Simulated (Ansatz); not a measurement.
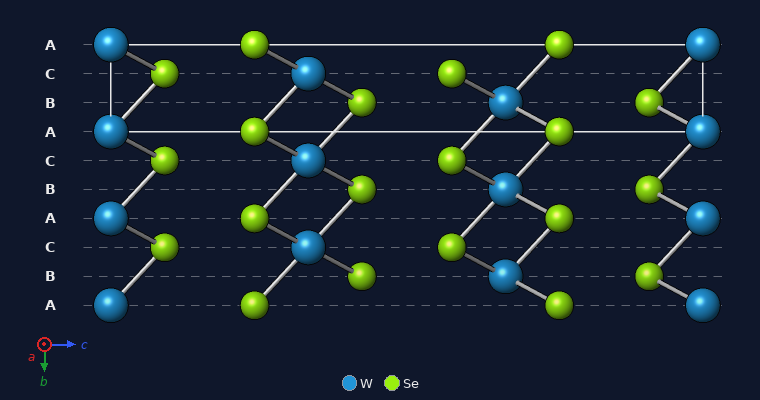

The picture looks along a close-packed row of the hexagonal mesh; c points to the right. The dashed lines mark the three columns A (0, 0), B (1/3, 2/3) and C (2/3, 1/3). The sequence starts with the first layer at or above the cell's origin.

WSe₂: the geometry relaxed with DFT, PBE-D4, plane waves, PAW in Ansatz 0.2.0; the starting structure was generated, so it need not be a known form of this composition.

Give the sequence of layers in one repeat, with element and column.

Answer. W(A) – Se(C) – Se(A) – W(C) – Se(B) – Se(C) – W(B) – Se(A) – Se(B) (nine layers in 19.13 Å).

How are the Se layers alone stacked?

Answer. Se layers alone: CABCAB, the cubic type.

Which positions between or in the Se layers do the other atoms fill?

Answer. W: three octahedral sites in each hexagonal cell. Three of the six gaps between Se layers are empty, 2.91 Å wide.

What short polytype symbol fits?

Answer. Polytype symbol 3R, the symbol of a layered MX2 polytype (number of slabs in the repeat and lattice).

Heights of the layers:

| layer | atoms (column) | height (Å) | to next (Å) |
| --- | --- | --- | --- |
| 1 | W(A) | 0.00 | 1.74 |
| 2 | Se(C) | 1.74 | 2.91 |
| 3 | Se(A) | 4.64 | 1.74 |
| 4 | W(C) | 6.38 | 1.74 |
| 5 | Se(B) | 8.11 | 2.91 |
| 6 | Se(C) | 11.02 | 1.74 |
| 7 | W(B) | 12.75 | 1.74 |
| 8 | Se(A) | 14.49 | 2.91 |
| 9 | Se(B) | 17.40 | 1.74 |
